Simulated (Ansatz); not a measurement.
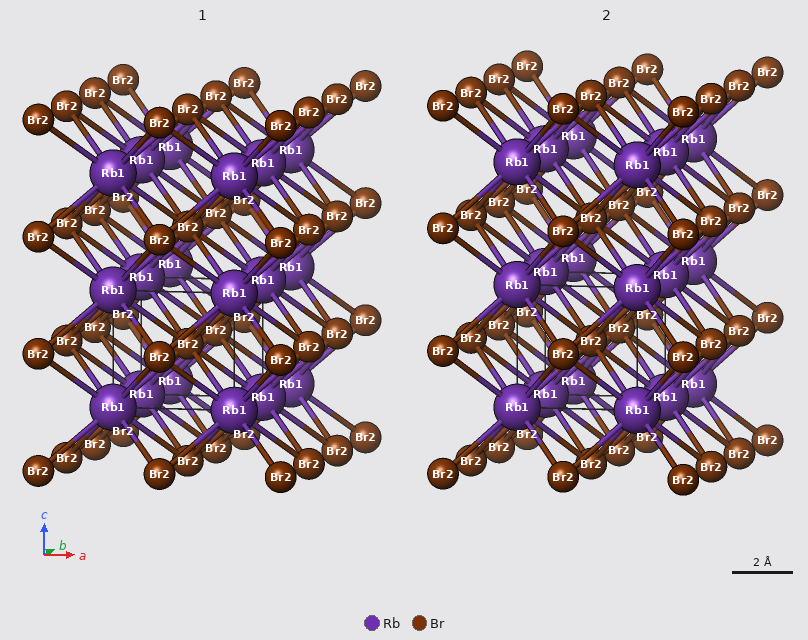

Two geometries of solid RbBr (set up in Pm-3m): one is the relaxed structure, the other was perturbed away from it. The picture is a ball-and-stick view of the cell of the calculation, repeated 1 × 2 × 2 with one cell outlined, seen slightly off an axis.

The calculation used DFT r2SCAN, scalar-relativistic, plane waves, PAW in Ansatz 0.2.0. Settings: plane-wave cutoff 500 eV; k-point mesh 6 × 6 × 6; occupations gaussian; smearing width 0.02 eV; no spin polarisation.

**Which one is perturbed?**

Structure 1 is the perturbed one. Uniaxial strain along c, −4.5 %, is applied. The a and b axes and the atoms are relaxed. Energy change: +8.6 meV per atom. The pressure goes from 0.0 to 0.6 GPa. The principal stresses (compression positive) are 1.8 GPa along c and none across it. The gap on the k-mesh: 4.83 eV before, 4.72 eV after. The volume changes by −2.9 %, with a = b 4.126 → 4.160 Å (+0.8 %), c 4.126 → 3.940 Å (−4.5 %). No atom moves by more than 0.005 Å relative to the cell. Near-neighbour distances before and after: Br–Rb 3.573 → 3.540 Å. The space group (tolerance 0.01 Å) goes from Pm-3m (No. 221) to P4/mmm (No. 123).
